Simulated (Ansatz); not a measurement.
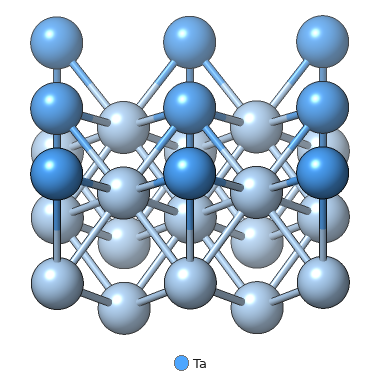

The system is S on a Ta(100) slab cut from the Im-3m phase, its upper half relaxed before the scan (16 atoms of substrate and one adsorbate in a 2 × 2 cell); the picture shows it without the atoms that are moved over the map. S is moved over the surface cell; relaxed at each place: the height of the adsorbate's atoms; substrate rigid; the origin of the map has the adsorbate above Ta13. Places are given modulo a cell vector. The map is drawn in real space over the plane of the surface. Grid: 8 × 8 points; 15 points were computed and 49 follow by symmetry. Places are given in fractions of the 1 × 1 surface cell. Energies: eV, counted from the lowest grid point. Computed with Ansatz 0.2.0, DFT PBE, scalar-relativistic, plane waves, PAW. Settings: cutoff 420 eV, k-mesh 4×4×1, gaussian smearing 0.1 eV, no spin polarisation.

Range: position of S17 along the first surface vector from 0.000 to 0.875; position of S17 along the second surface vector from 0.000 to 0.875.

Predict the map.

The lowest grid point is at a fourfold hollow over a second-layer Ta atom, (4/8, 4/8) of the cell vectors. No other kind of well shows on this grid. The highest grid point, the top site over a surface Ta atom, (0/8, 0/8) of the cell vectors, lies 2.35 eV above the lowest. On the interpolated surface the easiest way out of the lowest well to its copy in the next cell or period passes a barrier of about 1.7 eV. At the lowest point the adsorbate has 5 Ta at 2.60 Å as nearest neighbours, at the highest 1 Ta at 2.25 Å. Its relaxed height above the top atom is 1.11 Å at the lowest and 2.25 Å at the highest point.

```tsv
second ↓, first →	0/8	1/8	2/8	3/8	4/8	5/8	6/8	7/8
7/8	2.33	2.30	2.17	1.86	1.58	1.86	2.17	2.30
6/8	2.20	2.17	2.01	1.61	1.20	1.61	2.01	2.17
5/8	1.90	1.86	1.61	0.96	0.43	0.96	1.61	1.86
4/8	1.66	1.58	1.20	0.43	0.00	0.43	1.20	1.58
3/8	1.90	1.86	1.61	0.96	0.43	0.96	1.61	1.86
2/8	2.20	2.17	2.01	1.61	1.20	1.61	2.01	2.17
1/8	2.33	2.30	2.17	1.86	1.58	1.86	2.17	2.30
0/8	2.35	2.33	2.20	1.90	1.66	1.90	2.20	2.33
```

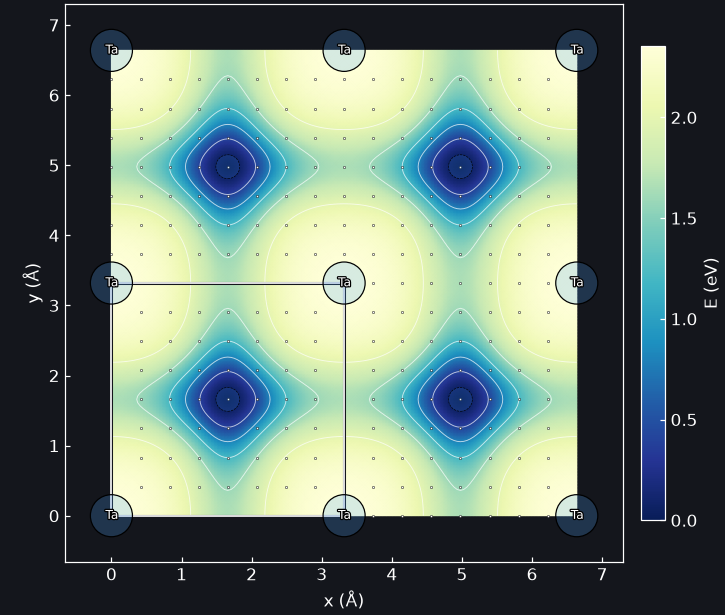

The picture shows a smooth colour map with a few white contour lines, dots at the grid points, labelled circles for the atoms of the top layer and small ones for the second layer, the outline of one cell of the 2 × 2 shown. Between grid points the surface is interpolated.

Time for the 15 points that were run: 20 min on 4 threads of Intel(R) Xeon(R) Platinum 8259CL CPU @ 2.50GHz (Skylake/Cascade Lake), with other jobs on the host.

PAW datasets: the set soft_1.
